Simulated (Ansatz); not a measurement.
## TaN: single-point calculation (part 1 of 3)

System: TaN (P6/mmm, 6 atoms in the cell).
Method: DFT PBE, scalar-relativistic, plane waves, PAW, spin-polarised (Ansatz 0.2.0).

The structure derives from an entry of the Crystallography Open Database. It belongs to a series of runs on one base structure; here: natural orbitals of the symmetric run, filled by rank. Figures and captions count atoms from 1; the log counts them from 0 in places.

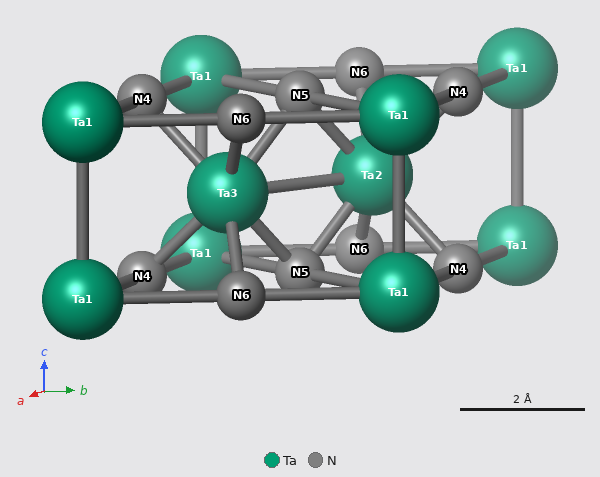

**Figure 1.** The input geometry (ball-and-stick view of the cell of the calculation, seen slightly off an axis; atoms are numbered from 1 in the order of the input).

Input:
```yaml
crystal:
  lattice:
    - [5.1850002, 0.0, 0.0]
    - [-2.5925001, 4.49034189, 0.0]
    - [0.0, 0.0, 2.90800053]
  atoms:
    - { symbol: Ta, position: [0.0, 0.0, 0.0], spin: 2.0 }
    - { symbol: Ta, position: [0.3333333333, 0.6666666667, 0.5], spin: 2.0 }
    - { symbol: Ta, position: [0.6666666667, 0.3333333333, 0.5], spin: 2.0 }
    - { symbol: "N", position: [0.5, 0.0, 0.0] }
    - { symbol: "N", position: [0.5, 0.5, 0.0] }
    - { symbol: "N", position: [0.0, 0.5, 0.0] }
basis:
  ecutwfc: 420
  ecutrho_ratio: 4
kpoints:
  mp_grid: { grid: [4, 4, 7] }
hamiltonian:
  xc: pbe
  hubbard:
    sites:
      - { site: 0, l: d, u_eff: 0.0, starting_ns: [{ spin: up, occupation_matrix: s0up }, { spin: down, occupation_matrix: s0down }] }
      - { site: 1, l: d, u_eff: 0.0, starting_ns: [{ spin: up, occupation_matrix: s1up }, { spin: down, occupation_matrix: s1down }] }
      - { site: 2, l: d, u_eff: 0.0, starting_ns: [{ spin: up, occupation_matrix: s2up }, { spin: down, occupation_matrix: s2down }] }
    occupation_matrices:
      s0up:
        matrix:
          - [0.97, 0.0, 0.0, 0.0, 0.0]
          - [0.0, 0.02, 0.0, 0.0, 0.0]
          - [0.0, 0.0, 0.97, 0.0, 0.0]
          - [0.0, 0.0, 0.0, 0.02, 0.0]
          - [0.0, 0.0, 0.0, 0.0, 0.02]
      s0down:
        matrix:
          - [0.02, 0.0, 0.0, 0.0, 0.0]
          - [0.0, 0.02, 0.0, 0.0, 0.0]
          - [0.0, 0.0, 0.02, 0.0, 0.0]
          - [0.0, 0.0, 0.0, 0.02, 0.0]
          - [0.0, 0.0, 0.0, 0.0, 0.02]
      s1up:
        matrix:
          - [0.97, 0.0, 0.0, 0.0, 0.0]
          - [0.0, 0.02, 0.0, 0.0, 0.0]
          - [0.0, 0.0, 0.02, 0.0, 0.0]
          - [0.0, 0.0, 0.0, 0.02, 0.0]
          - [0.0, 0.0, 0.0, 0.0, 0.97]
      s1down:
        matrix:
          - [0.02, 0.0, 0.0, 0.0, 0.0]
          - [0.0, 0.02, 0.0, 0.0, 0.0]
          - [0.0, 0.0, 0.02, 0.0, 0.0]
          - [0.0, 0.0, 0.0, 0.02, 0.0]
          - [0.0, 0.0, 0.0, 0.0, 0.02]
      s2up:
        matrix:
          - [0.97, 0.0, 0.0, 0.0, 0.0]
          - [0.0, 0.02, 0.0, 0.0, 0.0]
          - [0.0, 0.0, 0.02, 0.0, 0.0]
          - [0.0, 0.0, 0.0, 0.02, 0.0]
          - [0.0, 0.0, 0.0, 0.0, 0.97]
      s2down:
        matrix:
          - [0.02, 0.0, 0.0, 0.0, 0.0]
          - [0.0, 0.02, 0.0, 0.0, 0.0]
          - [0.0, 0.0, 0.02, 0.0, 0.0]
          - [0.0, 0.0, 0.0, 0.02, 0.0]
          - [0.0, 0.0, 0.0, 0.0, 0.02]
    ns_hold: { iters: 10 }
scf:
  occupations: { method: gaussian, width: 0.05 }
  lower_state_search: "off"
  max_iter: 150
output:
  forces: true
  stress: true
  eigenvalues: true
  populations: true
  hubbard: { sites: [{ site: 0, l: d }, { site: 1, l: d }, { site: 2, l: d }] }
  write_density: true
  write_potential: true
  elf: true
  volumetric_format: npy
magnetization:
  spin_polarized: true
```

Run on 4 threads of Intel Xeon (Emerald Rapids), 16 GiB of memory available, shared host.

Run as:
```bash
ansatz run input.yaml --threads 4 --pin off --max-ram 6144MiB --backend cpu --events-out ev --progress --plain --runs-dir out
```

Log:
```
Warning: crystal.symmetry: narrowed to the stabiliser of the occupation matrices — unitary ops 24 → 8; lowered by the specified shells (site 0, l: d), (site 1, l: d), (site 2, l: d); largest admitted image defect 4.4e-16, smallest excluded 7.1e-1 — at a splitting's scale: the group the occupation matrices' own texture admits
Ta: projections on atomic orbitals take those of the free atom [Kr 4d10 4f14] 5s2 5p6 5d3 6s2, of charge +0.00 (hamiltonian.pseudopotentials.projection_atoms); the dataset's partial waves leave at most 6.0e-5 of an orbital's norm unspanned inside its sphere
N: projections on atomic orbitals take those of the free atom [He] 2s2 2p3, of charge +0.00 (hamiltonian.pseudopotentials.projection_atoms); the dataset's partial waves leave at most 9.3e-9 of an orbital's norm unspanned inside its sphere
Engine: ansatz 0.2.0, x86_64-unknown-linux-gnu
Pseudopotentials: kind: paw
Pseudopotential: Ta, paw, valence charge 13, recommended cutoff 420 eV (normal), Ta.paw.azcp
Pseudopotential: N, paw, valence charge 5, recommended cutoff 420 eV (normal), N.paw.azcp
Functional definition: PBE
  parameter kappa = 0.804
  parameter beta = 0.06672455060314922
  exchange = pbe_x(kappa = kappa, mu = beta*pi^2/3)
  correlation = pbe_c(beta = beta)
Crystal: 6 atoms, lattice volume = 67.705 Å³
Basis set: ecut = 420 eV, 1287 PW (Γ), exchange–correlation on 72×72×40 points (8 copies of the dense FFT grid, shifted against one another)
Bands: 36, of which v1, the nominal top of the filled ones, is band 27 counted from 1 (26 counted from 0)
Symmetry: 8 space group operations
k-points: 28 of 112
Non-local potential: Ta, projectors of the file, l = 0: 3, l = 1: 2, l = 2: 2, l = 3: 1
Non-local potential: N, projectors of the file, l = 0: 2, l = 1: 2, l = 2: 1
PAW form: soft (Blöchl's): semilocal exchange-correlation on the pseudo side does not see the compensation charge
PAW one-centre angular grid: Ta, 590 points (default); XC on 64 Gauss nodes
PAW one-centre angular grid: N, 110 points (default); XC on 64 Gauss nodes
Initial density: superposition of atomic densities (chi_scale 0.1, normalization cell, long waves kept (reshape's long-wave potential 0.02 eV rms))
Starting moments: Σ|m| = 6 μB on 3 of 6 sites
Initial wavefunctions: pseudopotential atomic-orbital guess
Functional: x = pbe(κ = 0.804, μ = 0.2195149727645171), c = pbe(β = 0.06672455060314922)
```
